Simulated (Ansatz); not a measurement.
# Al$_{3}$GaN$_{4}$: what the fields show

```
CELL_PARAMETERS angstrom
3.11314 0.00000 0.00000
0.00000 6.22648 0.00000
0.00000 0.00000 4.39857
ATOMIC_POSITIONS crystal
Al 0.00000 0.75276 0.00001
N 0.50000 0.75645 0.24445
Al 0.50000 0.00000 0.50041
N 0.00000 0.00000 0.74745
Al 0.00000 0.24724 0.00001
N 0.50000 0.24355 0.24445
Ga 0.50000 0.50000 0.49953
N 0.00000 0.50000 0.76369
```

Space group Pmm2; started from the ordered alloy on zincblende lattice prototype, which need not be the ambient phase.

Level of theory: DFT, PBE0, plane waves, PAW in Ansatz 0.2.0.

The density is the valence pseudo-density of a PAW calculation; it isn't the true density close to the nuclei.

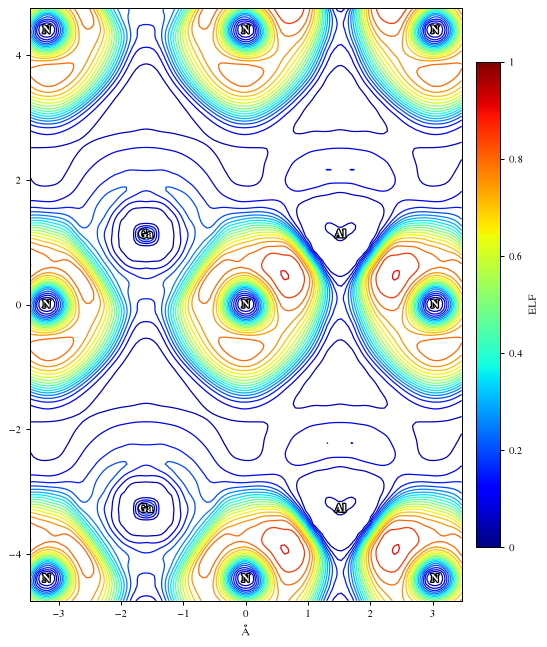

Figure 1. Electron localisation function on the (100) plane of the conventional cell.

Read the bonding off the picture.

Answer. The section cuts through N, Al and Ga sites. Al–N (1.89 Å): the ELF peaks at about 0.90 between the atoms: a shared but strongly polarised pair. Ga–N (1.95 Å): the ELF peaks at about 0.85 in the valence shell of N, 0.7 Å from its nucleus, and is about 0.45 at the midpoint.

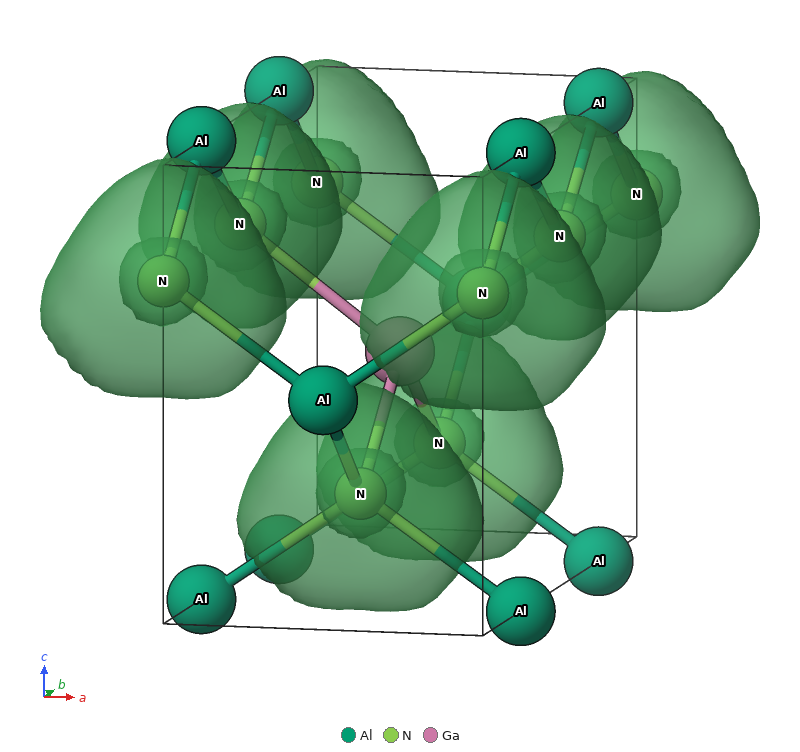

Figure 2. Isosurface of the electron localisation function at 0.65 (green), seen slightly off an axis. Only the valence region is drawn (cores and ρ < 0.01 e/Å³ removed). Sticks mark near contacts.

Identify the bonds, lone pairs and shells in this picture.

Answer. The surface consists of four regions on N in which the atom's valence shell and bonds are merged, counted in one cell of 8 atoms. Regions shared between cells count once. Along the contacts the grid gives the following. Ga–N (1.94 Å): the ELF peaks at about 0.85 in the valence shell of N, 0.7 Å from its nucleus, and is about 0.45 at the midpoint.

Metal or insulator at this level of theory?

Answer. It is gapped, with a Kohn–Sham gap of 5.1 eV on the k-point mesh (the band edges may lie off the mesh, which would make the gap smaller).
